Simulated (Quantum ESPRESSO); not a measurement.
**Run report: Ca, molecular dynamics (part 3 of 3)**

Continued. System: Ca (P-1, 2 atoms in the cell). Method: Kohn-Sham DFT of a periodic cell, PBE with rVV10, PseudoDojo 0.4 SR PBE stringent, no spin polarisation (Quantum ESPRESSO 7.5); cutoff 925.19 eV, 4×4×3 k-mesh, fermi-dirac of 0.05 eV. The structure derives from a Materials Project entry.

Geometry of the input (Å; fractional positions):
```
-2.1801  2.0447  -2.4094
-2.1849  2.1322  2.4887
4.2129  4.0251  0.0711
Ca 0.4978  0.4965  1.0000
Ca 0.0022  0.0035  0.5000
```

Output, continued
```
   -37.1660 -37.1598 -18.2207 -18.1820 -18.1532 -18.1400 -18.1042 -18.0952
     2.9348   4.2834   5.3372   5.7436   5.7699   6.5052   7.7849   7.9305

          k = 0.2200-0.2372 0.3964 (  5516 PWs)   bands (ev):

   -37.1661 -37.1580 -18.2070 -18.1956 -18.1732 -18.1274 -18.1086 -18.0993
     3.4677   3.5726   5.5680   5.7185   6.1713   6.2104   7.6945   7.9700

          k = 0.3720-0.0783 0.3937 (  5489 PWs)   bands (ev):

   -37.1649 -37.1592 -18.2408 -18.2124 -18.1454 -18.1296 -18.0967 -18.0859
     3.7070   3.8808   4.8452   5.1242   6.3990   6.6078   7.5542   7.6853

          k = 0.1102-0.1258 0.5902 (  5489 PWs)   bands (ev):

   -37.1652 -37.1551 -18.2099 -18.2020 -18.1784 -18.1363 -18.1225 -18.1097
     3.5897   4.3074   5.3651   5.6876   5.7638   6.5772   7.7701   8.1418

          k = 0.2622 0.0331 0.5875 (  5483 PWs)   bands (ev):

   -37.1626 -37.1577 -18.2211 -18.2040 -18.1655 -18.1442 -18.1178 -18.1066
     4.0564   4.5580   4.7347   5.3981   6.0274   6.6507   7.4052   7.7444

          k =-0.0418-0.2847 0.5929 (  5484 PWs)   bands (ev):

   -37.1636 -37.1566 -18.2316 -18.1991 -18.1583 -18.1494 -18.1227 -18.0980
     3.8765   4.6744   4.9556   5.2606   6.0796   6.6496   7.1533   7.9360

          k = 0.4394-0.4601 0.0087 (  5488 PWs)   bands (ev):

   -37.1641 -37.1523 -18.2193 -18.2150 -18.1815 -18.1603 -18.1274 -18.1025
     4.1250   4.7631   5.0471   5.1526   5.7686   7.0963   8.6660   8.8734

          k = 0.5914-0.3012 0.0060 (  5482 PWs)   bands (ev):

   -37.1614 -37.1550 -18.2099 -18.2006 -18.1747 -18.1705 -18.1331 -18.1183
     4.5953   4.9837   5.0416   5.1095   6.0177   6.5465   7.4795   7.7819

     the Fermi energy is     4.8555 ev

!    total energy              =    -154.71177484 Ry
     estimated scf accuracy    <          1.0E-09 Ry
     smearing contrib. (-TS)   =      -0.00186668 Ry
     internal energy E=F+TS    =    -154.70990816 Ry

     convergence has been achieved in   3 iterations

     Forces acting on atoms (cartesian axes, Ry/au):

     atom    1 type  1   force =     0.00413603    0.00300641   -0.01335928
     atom    2 type  1   force =    -0.00413603   -0.00300641    0.01335928

     Total force =     0.020229     Total SCF correction =     0.000085

     Entering Dynamics:    iteration =    19
                           time      =   0.0368 pico-seconds

     Soft (Berendsen) velocity rescaling

ATOMIC_POSITIONS (bohr)
Ca               3.7749714450       11.5496840766        0.4680497231
Ca               4.0424145455        3.8062220973       -0.1915056241

     kinetic energy (Ekin) =           0.00421312 Ry
     temperature           =         443.46557679 K
     Ekin + Etot (const)   =        -154.70756173 Ry

     Linear momentum :   -0.0000000000   -0.0000000000   -0.0000000000

     second order wave-functions extrapolation
     second order charge density extrapolation

     Self-consistent Calculation

     iteration #  1     ecut=    68.00 Ry     beta= 0.50
     Davidson diagonalization with overlap
     c_bands:  1 eigenvalues not converged
     ethr =  1.00E-06,  avg # of iterations =  6.8

     Threshold (ethr) on eigenvalues was too large:
     Diagonalizing with lowered threshold

     Davidson diagonalization with overlap
     ethr =  6.26E-10,  avg # of iterations =  4.8

     total energy              =    -154.71141269 Ry
     estimated scf accuracy    <       0.00000016 Ry

     iteration #  2     ecut=    68.00 Ry     beta= 0.50
     Davidson diagonalization with overlap
     ethr =  7.95E-10,  avg # of iterations =  2.3

     total energy              =    -154.71141273 Ry
     estimated scf accuracy    <       0.00000011 Ry

     iteration #  3     ecut=    68.00 Ry     beta= 0.50
     Davidson diagonalization with overlap
     ethr =  5.59E-10,  avg # of iterations =  1.5

     End of self-consistent calculation

          k = 0.0000 0.0000 0.0000 (  5507 PWs)   bands (ev):

   -37.1784 -37.1594 -18.2444 -18.1432 -18.1084 -18.1028 -18.0869 -18.0829
     0.8372   4.2662   5.3506   5.7605   6.8778   7.1181   7.5898   7.7815

          k = 0.1520 0.1589-0.0027 (  5493 PWs)   bands (ev):

   -37.1739 -37.1639 -18.2122 -18.1468 -18.1131 -18.1061 -18.0981 -18.0940
     1.3971   2.8898   6.0135   6.1750   6.6371   7.1714   7.3992   7.9002

          k =-0.1097 0.1114 0.1938 (  5510 PWs)   bands (ev):

   -37.1743 -37.1594 -18.2244 -18.1618 -18.1350 -18.1122 -18.1038 -18.0904
     1.5446   4.8238   5.3259   5.3733   6.5063   6.8943   7.6845   7.9020

          k = 0.0423 0.2703 0.1912 (  5505 PWs)   bands (ev):

   -37.1710 -37.1627 -18.2226 -18.1726 -18.1350 -18.1103 -18.0973 -18.0905
     2.0727   3.4413   5.4492   6.1103   6.3065   6.6510   7.8097   7.9981

          k =-0.2617-0.0475 0.1965 (  5504 PWs)   bands (ev):

   -37.1706 -37.1631 -18.2117 -18.1810 -18.1276 -18.1159 -18.1083 -18.0840
     2.0518   3.4704   5.4814   6.0791   6.2056   6.9240   7.6338   7.8884

          k = 0.2195-0.2229-0.3877 (  5516 PWs)   bands (ev):

   -37.1693 -37.1602 -18.1995 -18.1811 -18.1768 -18.1255 -18.1055 -18.0977
     3.3071   3.4755   5.5408   5.7773   6.0070   6.1791   7.8497   8.0645

          k = 0.3715-0.0640-0.3904 (  5518 PWs)   bands (ev):

   -37.1673 -37.1622 -18.2291 -18.2125 -18.1415 -18.1206 -18.0969 -18.0852
     3.6419   3.7341   4.8548   4.9325   6.3499   6.6073   7.6037   7.8494

          k =-0.1100 0.1186-0.1982 (  5507 PWs)   bands (ev):

   -37.1734 -37.1586 -18.2243 -18.1616 -18.1429 -18.1187 -18.1046 -18.0915
     1.5859   4.8493   5.3356   5.4845   6.5677   7.0031   7.5708   7.8143

          k = 0.0420 0.2775-0.2009 (  5493 PWs)   bands (ev):

   -37.1693 -37.1627 -18.2056 -18.1841 -18.1448 -18.1172 -18.1004 -18.0925
     2.1615   3.3948   5.5272   6.2609   6.3424   6.7611   7.6361   7.8347

          k =-0.2620-0.0403-0.1955 (  5506 PWs)   bands (ev):

   -37.1708 -37.1612 -18.2310 -18.1653 -18.1309 -18.1224 -18.1101 -18.0844
     2.0417   3.5825   5.6100   6.0858   6.1976   6.8620   7.6480   7.7923

          k =-0.2197 0.2300-0.0043 (  5499 PWs)   bands (ev):

   -37.1718 -37.1563 -18.2241 -18.1690 -18.1606 -18.1364 -18.1063 -18.0955
     1.9705   4.9595   5.2142   6.2610   6.3047   6.6128   7.1453   7.8737

          k =-0.0677 0.3889-0.0070 (  5508 PWs)   bands (ev):

   -37.1678 -37.1604 -18.2015 -18.1735 -18.1582 -18.1360 -18.1161 -18.1079
     2.5393   3.6666   5.8340   6.3516   6.4243   6.6040   7.3341   7.5417

          k =-0.3717 0.0711-0.0016 (  5500 PWs)   bands (ev):

   -37.1687 -37.1595 -18.2119 -18.1633 -18.1518 -18.1379 -18.1154 -18.1129
     2.4075   3.8745   5.8735   6.3400   6.4150   6.5554   7.2798   7.4464

          k = 0.1095-0.1042-0.5859 (  5508 PWs)   bands (ev):

   -37.1673 -37.1566 -18.2061 -18.1910 -18.1764 -18.1402 -18.1233 -18.1128
     3.4959   4.2423   5.3751   5.7451   5.7489   6.5192   7.8352   8.1431

          k = 0.2615 0.0547-0.5886 (  5515 PWs)   bands (ev):

   -37.1650 -37.1590 -18.2222 -18.2002 -18.1550 -18.1500 -18.1199 -18.1028
     3.9415   4.5764   4.7227   5.2715   6.0029   6.7434   7.3169   7.9098

          k =-0.0425-0.2631-0.5832 (  5505 PWs)   bands (ev):

   -37.1649 -37.1591 -18.2078 -18.1960 -18.1715 -18.1483 -18.1240 -18.1027
     3.8289   4.5676   4.8571   5.3567   6.1620   6.6304   7.1661   7.7811

          k =-0.0002 0.0072-0.3920 (  5503 PWs)   bands (ev):

   -37.1686 -37.1592 -18.2016 -18.1641 -18.1512 -18.1357 -18.1297 -18.1197
     2.5116   5.1114   5.2373   5.4199   6.1987   7.1965   7.4453   7.5725

          k = 0.1517 0.1661-0.3947 (  5498 PWs)   bands (ev):

   -37.1663 -37.1615 -18.2160 -18.1902 -18.1584 -18.1368 -18.1052 -18.0952
     3.0229   4.1361   5.3564   5.6695   5.7745   6.6491   7.7194   7.8521

          k =-0.1522-0.1517-0.3893 (  5502 PWs)   bands (ev):

   -37.1671 -37.1607 -18.2229 -18.1831 -18.1541 -18.1408 -18.1051 -18.0958
     2.9348   4.2840   5.3364   5.7418   5.7692   6.5035   7.7782   7.9289

          k = 0.2200-0.2372 0.3964 (  5516 PWs)   bands (ev):

   -37.1673 -37.1588 -18.2091 -18.1965 -18.1751 -18.1275 -18.1095 -18.1000
     3.4658   3.5747   5.5635   5.7200   6.1721   6.2063   7.6876   7.9777

          k = 0.3720-0.0783 0.3937 (  5489 PWs)   bands (ev):

   -37.1660 -37.1601 -18.2426 -18.2135 -18.1469 -18.1304 -18.0974 -18.0866
     3.7069   3.8810   4.8448   5.1247   6.3964   6.6046   7.5531   7.6889

          k = 0.1102-0.1258 0.5902 (  5489 PWs)   bands (ev):

   -37.1664 -37.1559 -18.2118 -18.2030 -18.1800 -18.1371 -18.1234 -18.1101
     3.5898   4.3077   5.3628   5.6876   5.7651   6.5760   7.7637   8.1364

          k = 0.2622 0.0331 0.5875 (  5483 PWs)   bands (ev):

   -37.1637 -37.1586 -18.2230 -18.2051 -18.1672 -18.1451 -18.1182 -18.1073
     4.0564   4.5574   4.7344   5.3988   6.0274   6.6489   7.3999   7.7422

          k =-0.0418-0.2847 0.5929 (  5484 PWs)   bands (ev):

   -37.1647 -37.1575 -18.2335 -18.2002 -18.1598 -18.1503 -18.1231 -18.0987
     3.8766   4.6735   4.9546   5.2608   6.0794   6.6487   7.1506   7.9351

          k = 0.4394-0.4601 0.0087 (  5488 PWs)   bands (ev):

   -37.1652 -37.1532 -18.2202 -18.2169 -18.1829 -18.1611 -18.1284 -18.1031
     4.1250   4.7646   5.0461   5.1520   5.7711   7.0863   8.6653   8.8575

          k = 0.5914-0.3012 0.0060 (  5482 PWs)   bands (ev):

   -37.1625 -37.1559 -18.2117 -18.2020 -18.1764 -18.1716 -18.1334 -18.1187
     4.5955   4.9830   5.0402   5.1095   6.0197   6.5354   7.4804   7.7954

     the Fermi energy is     4.8552 ev

!    total energy              =    -154.71141275 Ry
     estimated scf accuracy    <          5.3E-10 Ry
     smearing contrib. (-TS)   =      -0.00186708 Ry
     internal energy E=F+TS    =    -154.70954567 Ry

     convergence has been achieved in   3 iterations

     Forces acting on atoms (cartesian axes, Ry/au):

     atom    1 type  1   force =     0.00433348    0.00310009   -0.01401369
     atom    2 type  1   force =    -0.00433348   -0.00310009    0.01401369

     Total force =     0.021203     Total SCF correction =     0.000125

     Entering Dynamics:    iteration =    20
                           time      =   0.0387 pico-seconds

     Soft (Berendsen) velocity rescaling

ATOMIC_POSITIONS (bohr)
Ca               3.7709630493       11.5521073960        0.4803324207
Ca               4.0464229412        3.8037987779       -0.2037883217

     kinetic energy (Ekin) =           0.00412966 Ry
     temperature           =         434.68137391 K
     Ekin + Etot (const)   =        -154.70728309 Ry

     Linear momentum :   -0.0000000000   -0.0000000000    0.0000000000

     The maximum number of steps has been reached.

     End of molecular dynamics calculation

     diffusion coefficients :
     atom     1   D =       0.00001031 cm^2/s
     atom     2   D =       0.00001031 cm^2/s

     < D > =       0.00001031 cm^2/s

=------------------------------------------------------------------------------=
   JOB DONE.
=------------------------------------------------------------------------------=
```

Trajectory as extended XYZ (Å, eV, eV/Å), 20 frames, from step=0 to step=19
```
2
Lattice="-2.1801 2.0447 -2.4094 -2.1849 2.1322 2.4887 4.2129 4.0251 0.0711" Properties=species:S:1:pos:R:3:forces:R:3 step=0 time_fs=0.0 energy=-2105.00908 temperature=600.0
Ca    2.0427    6.1013    0.1073   -0.0094   0.0123   0.0106
Ca    2.0941    2.0247    0.0391    0.0094  -0.0123  -0.0106
2
Lattice="-2.1801 2.0447 -2.4094 -2.1849 2.1322 2.4887 4.2129 4.0251 0.0711" Properties=species:S:1:pos:R:3:forces:R:3 step=1 time_fs=1.9 energy=-2105.00911 temperature=600.2
Ca    2.0402    6.1015    0.1153   -0.0013   0.0179  -0.0111
Ca    2.0966    2.0245    0.0311    0.0013  -0.0179   0.0111
2
Lattice="-2.1801 2.0447 -2.4094 -2.1849 2.1322 2.4887 4.2129 4.0251 0.0711" Properties=species:S:1:pos:R:3:forces:R:3 step=2 time_fs=3.9 energy=-2105.00877 temperature=597.5
Ca    2.0376    6.1017    0.1232    0.0048   0.0208  -0.0324
Ca    2.0992    2.0243    0.0231   -0.0048  -0.0208   0.0324
2
Lattice="-2.1801 2.0447 -2.4094 -2.1849 2.1322 2.4887 4.2129 4.0251 0.0711" Properties=species:S:1:pos:R:3:forces:R:3 step=3 time_fs=5.8 energy=-2105.00805 temperature=592.5
Ca    2.0351    6.1020    0.1312    0.0121   0.0252  -0.0537
Ca    2.1017    2.0240    0.0152   -0.0121  -0.0252   0.0537
2
Lattice="-2.1801 2.0447 -2.4094 -2.1849 2.1322 2.4887 4.2129 4.0251 0.0711" Properties=species:S:1:pos:R:3:forces:R:3 step=4 time_fs=7.7 energy=-2105.00697 temperature=585.6
Ca    2.0326    6.1022    0.1391    0.0190   0.0294  -0.0746
Ca    2.1042    2.0238    0.0073   -0.0190  -0.0294   0.0746
2
Lattice="-2.1801 2.0447 -2.4094 -2.1849 2.1322 2.4887 4.2129 4.0251 0.0711" Properties=species:S:1:pos:R:3:forces:R:3 step=5 time_fs=9.7 energy=-2105.00554 temperature=577.4
Ca    2.0301    6.1025    0.1469    0.0264   0.0338  -0.0960
Ca    2.1067    2.0235   -0.0005   -0.0264  -0.0338   0.0960
2
Lattice="-2.1801 2.0447 -2.4094 -2.1849 2.1322 2.4887 4.2129 4.0251 0.0711" Properties=species:S:1:pos:R:3:forces:R:3 step=6 time_fs=11.6 energy=-2105.00376 temperature=568.1
Ca    2.0276    6.1028    0.1547    0.0334   0.0379  -0.1165
Ca    2.1092    2.0232   -0.0083   -0.0334  -0.0379   0.1165
2
Lattice="-2.1801 2.0447 -2.4094 -2.1849 2.1322 2.4887 4.2129 4.0251 0.0711" Properties=species:S:1:pos:R:3:forces:R:3 step=7 time_fs=13.5 energy=-2105.00166 temperature=558.1
Ca    2.0252    6.1031    0.1623    0.0401   0.0417  -0.1371
Ca    2.1116    2.0229   -0.0160   -0.0401  -0.0417   0.1371
2
Lattice="-2.1801 2.0447 -2.4094 -2.1849 2.1322 2.4887 4.2129 4.0251 0.0711" Properties=species:S:1:pos:R:3:forces:R:3 step=8 time_fs=15.5 energy=-2104.99924 temperature=547.6
Ca    2.0227    6.1035    0.1700    0.0466   0.0454  -0.1572
Ca    2.1141    2.0225   -0.0236   -0.0466  -0.0454   0.1572
2
Lattice="-2.1801 2.0447 -2.4094 -2.1849 2.1322 2.4887 4.2129 4.0251 0.0711" Properties=species:S:1:pos:R:3:forces:R:3 step=9 time_fs=17.4 energy=-2104.99653 temperature=536.8
Ca    2.0203    6.1040    0.1775    0.0535   0.0494  -0.1772
Ca    2.1165    2.0220   -0.0311   -0.0535  -0.0494   0.1772
2
Lattice="-2.1801 2.0447 -2.4094 -2.1849 2.1322 2.4887 4.2129 4.0251 0.0711" Properties=species:S:1:pos:R:3:forces:R:3 step=10 time_fs=19.4 energy=-2104.99352 temperature=525.8
Ca    2.0179    6.1044    0.1849    0.0597   0.0528  -0.1968
Ca    2.1189    2.0216   -0.0386   -0.0597  -0.0528   0.1968
2
Lattice="-2.1801 2.0447 -2.4094 -2.1849 2.1322 2.4887 4.2129 4.0251 0.0711" Properties=species:S:1:pos:R:3:forces:R:3 step=11 time_fs=21.3 energy=-2104.99025 temperature=514.8
Ca    2.0156    6.1050    0.1923    0.0667   0.0570  -0.2162
Ca    2.1212    2.0210   -0.0459   -0.0667  -0.0570   0.2162
2
Lattice="-2.1801 2.0447 -2.4094 -2.1849 2.1322 2.4887 4.2129 4.0251 0.0711" Properties=species:S:1:pos:R:3:forces:R:3 step=12 time_fs=23.2 energy=-2104.98671 temperature=503.8
Ca    2.0132    6.1056    0.1995    0.0722   0.0598  -0.2352
Ca    2.1236    2.0204   -0.0532   -0.0722  -0.0598   0.2352
2
Lattice="-2.1801 2.0447 -2.4094 -2.1849 2.1322 2.4887 4.2129 4.0251 0.0711" Properties=species:S:1:pos:R:3:forces:R:3 step=13 time_fs=25.2 energy=-2104.98294 temperature=493.1
Ca    2.0109    6.1062    0.2067    0.0787   0.0633  -0.2541
Ca    2.1259    2.0198   -0.0603   -0.0787  -0.0633   0.2541
2
Lattice="-2.1801 2.0447 -2.4094 -2.1849 2.1322 2.4887 4.2129 4.0251 0.0711" Properties=species:S:1:pos:R:3:forces:R:3 step=14 time_fs=27.1 energy=-2104.97894 temperature=482.5
Ca    2.0086    6.1069    0.2138    0.0846   0.0665  -0.2727
Ca    2.1282    2.0191   -0.0674   -0.0846  -0.0665   0.2727
2
Lattice="-2.1801 2.0447 -2.4094 -2.1849 2.1322 2.4887 4.2129 4.0251 0.0711" Properties=species:S:1:pos:R:3:forces:R:3 step=15 time_fs=29.0 energy=-2104.97472 temperature=472.2
Ca    2.0064    6.1077    0.2207    0.0904   0.0695  -0.2909
Ca    2.1304    2.0183   -0.0744   -0.0904  -0.0695   0.2909
2
Lattice="-2.1801 2.0447 -2.4094 -2.1849 2.1322 2.4887 4.2129 4.0251 0.0711" Properties=species:S:1:pos:R:3:forces:R:3 step=16 time_fs=31.0 energy=-2104.97030 temperature=462.3
Ca    2.0041    6.1086    0.2276    0.0960   0.0723  -0.3088
Ca    2.1326    2.0174   -0.0813   -0.0960  -0.0723   0.3088
2
Lattice="-2.1801 2.0447 -2.4094 -2.1849 2.1322 2.4887 4.2129 4.0251 0.0711" Properties=species:S:1:pos:R:3:forces:R:3 step=17 time_fs=32.9 energy=-2104.96570 temperature=452.7
Ca    2.0019    6.1096    0.2344    0.1011   0.0748  -0.3262
Ca    2.1348    2.0164   -0.0881   -0.1011  -0.0748   0.3262
2
Lattice="-2.1801 2.0447 -2.4094 -2.1849 2.1322 2.4887 4.2129 4.0251 0.0711" Properties=species:S:1:pos:R:3:forces:R:3 step=18 time_fs=34.8 energy=-2104.96093 temperature=443.5
Ca    1.9998    6.1107    0.2411    0.1063   0.0773  -0.3435
Ca    2.1370    2.0153   -0.0947   -0.1063  -0.0773   0.3435
2
Lattice="-2.1801 2.0447 -2.4094 -2.1849 2.1322 2.4887 4.2129 4.0251 0.0711" Properties=species:S:1:pos:R:3:forces:R:3 step=19 time_fs=36.8 energy=-2104.95601 temperature=434.7
Ca    1.9976    6.1118    0.2477    0.1114   0.0797  -0.3603
Ca    2.1392    2.0142   -0.1013   -0.1114  -0.0797   0.3603
```

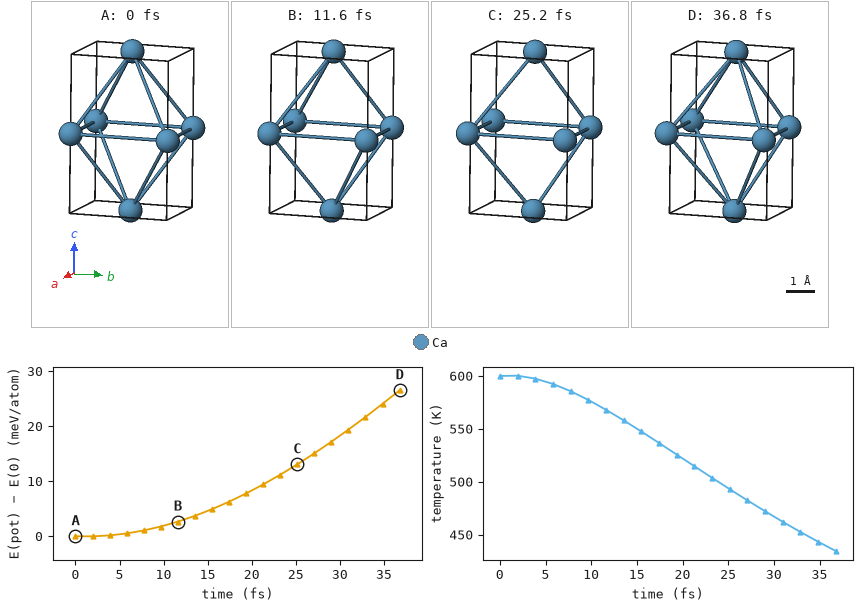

Frames of the molecular dynamics (ball-and-stick, simulation cell, seen slightly off an axis) above the curves, on which the letters mark them. The trajectory kept here has 20 frames over 36.767 fs. The temperature starts at 600 K, ranges from 435 to 600 K and averages 479 K over the second half. The potential energy ends 26.5 meV/atom above its first value. With the common drift removed, the root-mean-square displacement is 0.15 Å.

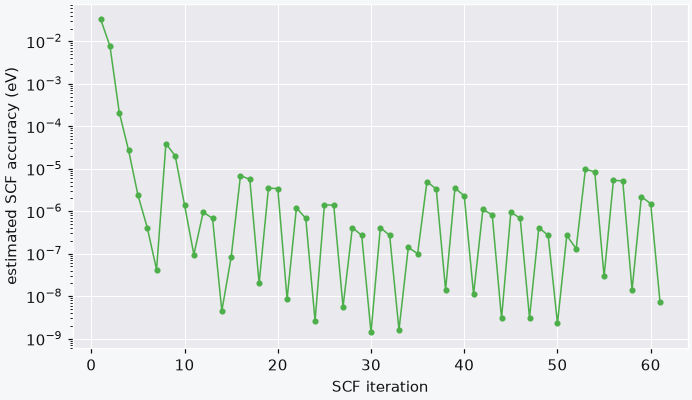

Convergence of the self-consistent field: estimated SCF accuracy against the iteration. The field takes 61 iterations in all.

Summary

| quantity | value |
| --- | --- |
| outcome | finished |
| mean temperature over the second half | 479 K |
| trajectory | 20 frames kept, 36.767 fs |
| space group of the start (tolerance 0.01 Å) | P-1 (2) |
| electrons treated | 20 |
| potential energy (free energy of the electrons) (last step) | −2104.9560 eV |
| Fermi energy (last step) | 4.855 eV |
| gap on the k-point mesh (last step) | none (metallic) |
| final volume (last step) | 86.09 Å³ |
| largest force (length of the vector) (last step) | 0.385 eV/Å |
| hardware | 1 thread of Intel Xeon (Granite Rapids), 16 GiB of memory available, shared host |
| wall time | 2.4 min |
| peak memory | 0.16 GiB |

Remarks

Further notes kept with the run: rVV10 parameter b fitted to another functional; SCF correction compared to forces is large. Points of doubt noted for this run: coarse mesh; rvv10 parameter b fitted to another functional. So short a trajectory is not equilibrated.
